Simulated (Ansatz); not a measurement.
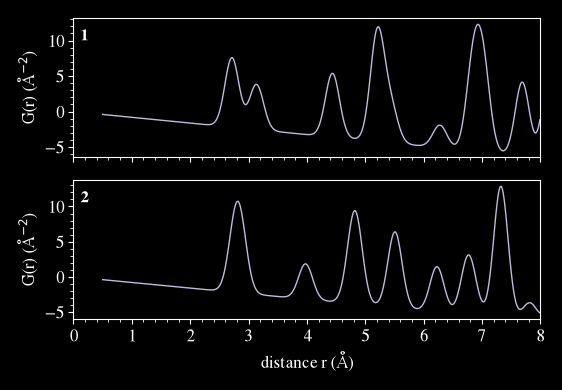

Simulated neutron pair distribution function, G(r) = R(r)/r − 4πρ₀r, summed over the atomic distances of the structure with each pair weighted by the product of the tabulated coherent neutron scattering lengths (natural isotope mix where the element has one); every distance is a Gaussian of σ = 0.12 Å. No termination ripples are included.

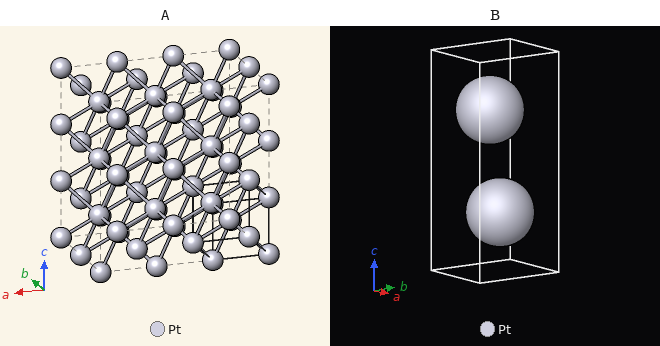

Candidate polymorphs:

A. Pt, a = 3.141 Å, b = 3.141 Å, c = 3.141 Å, α = 90.00°, β = 90.00°, γ = 90.00°, Im-3m

B. Pt, a = 2.767 Å, b = 2.767 Å, c = 4.757 Å, α = 90.00°, β = 90.00°, γ = 120.00°, P6_3/mmc

Origins: A, the end point of a relaxation with DFT, r2SCAN, plane waves (500 eV) with PAW, scalar-relativistic (Ansatz 0.2.0); the starting structure was generated, so it need not be a known form of this composition; B, the end point of a relaxation with DFT, PBE, plane waves (420 eV) with PAW, scalar-relativistic in Ansatz 0.2.0; the starting structure was generated, so it need not be a known form of this composition.

> Which PDF belongs to which candidate?

curve 1 is A (Pt, first clear peaks at 2.72 Å (Pt–Pt) and 3.13 Å (Pt–Pt)); curve 2 is B (Pt, first clear peaks at 2.81 Å (Pt–Pt) and 3.98 Å (Pt–Pt)).
